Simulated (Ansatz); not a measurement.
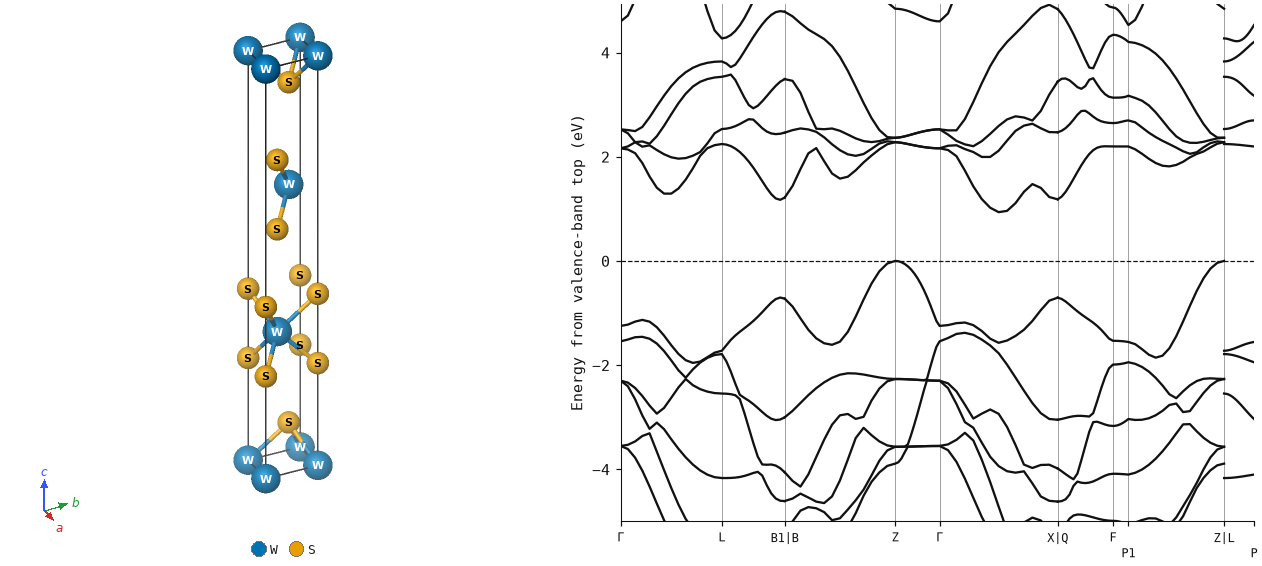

Band structure, beside the structure. Energies are counted from the top of the valence band.

The Ansatz input:

```yaml
crystal:
  lattice:
    - [1.579, 0.9116360751, 6.1633333333]
    - [-1.579, 0.9116360751, 6.1633333333]
    - [0.0, -1.8232721501, 6.1633333333]
  atoms:
    - { symbol: W, position: [0.0, 0.0, 0.0] }
    - { symbol: S, position: [0.581, 0.581, 0.581] }
    - { symbol: S, position: [0.7503, 0.7503, 0.7503] }
hamiltonian:
  xc: lda
  pseudopotentials: { kind: paw }
kpoints:
  mp_grid: { grid: [10, 10, 10] }
  band_path:
    path:
      - [[0.0, 0.0, 0.0], [0.5, 0.0, 0.0], [0.5, 0.1812521368, -0.1812521368]]
      - [[0.8187478632, 0.5, 0.1812521368], [0.5, 0.5, 0.5], [0.0, 0.0, 0.0], [0.3406260684, 0.0, -0.3406260684]]
      - [[0.6593739316, 0.3406260684, 0.0], [0.5, 0.5, 0.0], [0.6593739316, 0.6593739316, 0.1812521368], [0.5, 0.5, 0.5]]
      - [[0.5, 0.0, 0.0], [0.8187478632, 0.3406260684, 0.3406260684]]
    npoints: 14
scf:
  occupations: { method: fermi_dirac, width: 0.05 }
  n_extra_bands: 7
output:
  forces: true
  stress: true
  eigenvalues: true
  fatbands: true
```

System: WS$_{2}$, space group R3m (No. 160), 3 atoms in the primitive cell.

Ansatz; LDA, Ansatz PAW, no spin polarisation, no spin-orbit coupling, 10×10×10 k mesh, 420 eV cutoff, Fermi-Dirac smearing of 0.05 eV.

What does the band structure say about the gap?

A semiconductor. The gap along this path is 0.94 eV and indirect, from the valence-band top at Z to the conduction-band bottom between Γ and X; the smallest direct gap is 1.88 eV, between L and B1.

How many bands meet at the valence-band top?

The top valence level at Z is a single band, not degenerate (spin aside).

Spin-orbit coupling is left out, which matters for W. The PAW data sets were made with another functional. LDA, GGA and most meta-GGA functionals understate gaps. The cell is at −4 GPa in this functional. In reduced coordinates of the cell that was run, L is (0.5, 0, 0), B1 is (0.5, 0.181, −0.181), B is (0.819, 0.5, 0.181), Z is (0.5, 0.5, 0.5), X is (0.341, 0, −0.341), Q is (0.659, 0.341, 0), F is (0.5, 0.5, 0), P1 is (0.659, 0.659, 0.181) and P is (0.819, 0.341, 0.341).
